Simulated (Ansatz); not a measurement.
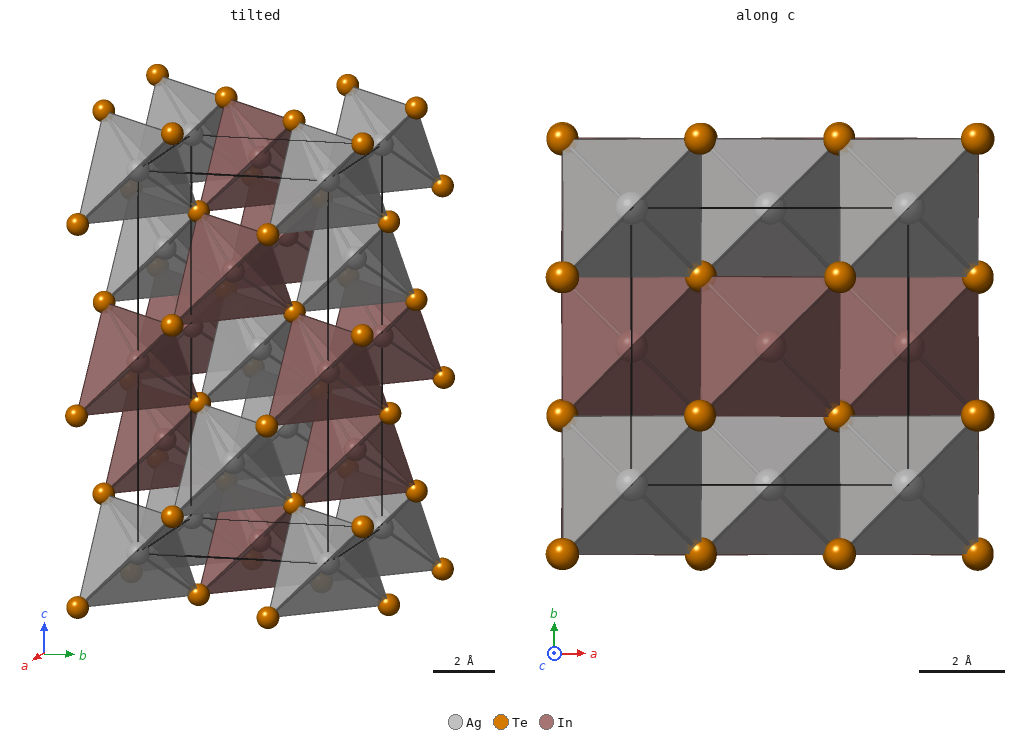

Drawn in the polyhedral manner and seen slightly off an axis and along the c axis. Lines trace the edges of the conventional unit cell. Some atoms of the next cells are drawn as well.

InAgTe₂, chalcopyrite, space group I-42d (No. 122), a = 6.514 Å, b = 6.514 Å, c = 12.851 Å, α = 90.00°, β = 90.00°, γ = 90.00°. The starting point was a structure type filled with these elements by a generator (whether the compound takes this form wasn't checked). Earlier steps of the study may have refined or changed the cell and positions. Ansatz was used for an electronic-structure calculation on it.

This one geometry was computed with Ansatz (DFT, plane waves, PAW) at five levels of theory: HSE06, PBE, PBE0, r2SCAN and LDA. It was relaxed beforehand with r2SCAN.

Question: Which level gives the highest pressure at this volume, and what does that say about its equilibrium volume?

Answer: Highest: PBE (1.2 GPa), which points to the largest equilibrium volume. Lowest, with the smallest volume: LDA (-2.7 GPa). Levels within 0.5 GPa of each other can't be told apart.

Question: How does the band gap change with the level of theory?

Answer: LDA: a gap of 0.06 eV, direct; PBE: a gap of 0.15 eV, direct; r2SCAN: a gap of 0.55 eV, direct; HSE06: a gap of 0.96 eV, direct; PBE0: a gap of 1.53 eV, direct.

Question: Collect the results in a table.

Answer:
| level | cutoff (eV) | k-mesh of the run's cell | gap (eV) | pressure (GPa) |
| --- | --- | --- | --- | --- |
| HSE06 | 420 | 4×4×4 | 0.96 | 0.1 |
| PBE | 420 | 6×6×6 | 0.15 | 1.2 |
| PBE0 | 420 | 4×4×4 | 1.53 | -0.1 |
| r2SCAN | 500 | 6×6×6 | 0.55 | 0.0 |
| LDA | 420 | 6×6×6 | 0.06 | -2.7 |

Gaps are taken on the k-mesh or band path of each run.
